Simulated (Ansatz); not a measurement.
Au

Input

```
crystal:
  lattice:
    - [1.4100150311, -2.5421731299, 0.0]
    - [1.4100150311, 2.5421731299, 0.0]
    - [0.0, 0.0, 4.8006775662]
  atoms:
    - { symbol: Au, position: [0.663863951, 0.336136049, 0.25] }
    - { symbol: Au, position: [0.336136049, 0.663863951, 0.75] }
basis:
  ecutwfc: 420
kpoints:
  mp_grid: { grid: [24, 24, 12] }
hamiltonian:
  xc: pbesol
scf:
  occupations: { method: gaussian, width: 0.15 }
output:
  forces: true
  stress: true
  eigenvalues: true
  write_density: true
  write_potential: true
  elf: true
  volumetric_format: npy
```

Launched as:

```sh
ansatz run input.yaml --threads 1 --pin off --max-ram 2560MiB --backend cpu --events-out ev --progress --plain --runs-dir out
```

Below, planes, directions and counts refer to the conventional cell (a = 2.82 Å, b = 5.08 Å, c = 4.80 Å, α = 90.00°, β = 90.00°, γ = 90.00°).

Space group Cmcm; a structure from a database of computed crystals, not necessarily the ambient phase; changed on purpose from its base cell (strain +0.0100 x Voigt [0, 1, 0, 0, 0, 0], atoms carried along).

The calculation used DFT PBEsol, scalar-relativistic, plane waves, PAW in Ansatz 0.2.0.

> Predict the valence pseudo-density and electron localisation function between the atoms.

Au–Au (2.92 Å): ρ is about 0.27 e/Å³ halfway; the ELF is about 0.20 at the midpoint: no shared electron pair shows on this line.

> Does the calculation give a band gap?

It is gapless in this calculation (a metal or semimetal).

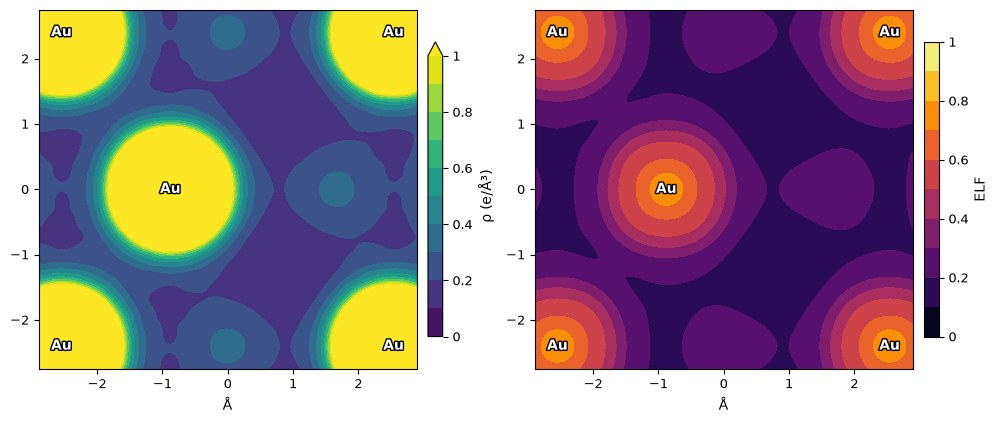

Computed valence pseudo-density and electron localisation function on the (100) plane of the conventional cell, in this order. 

In a PAW calculation such maps are meaningful between the atoms, not at the nuclei.
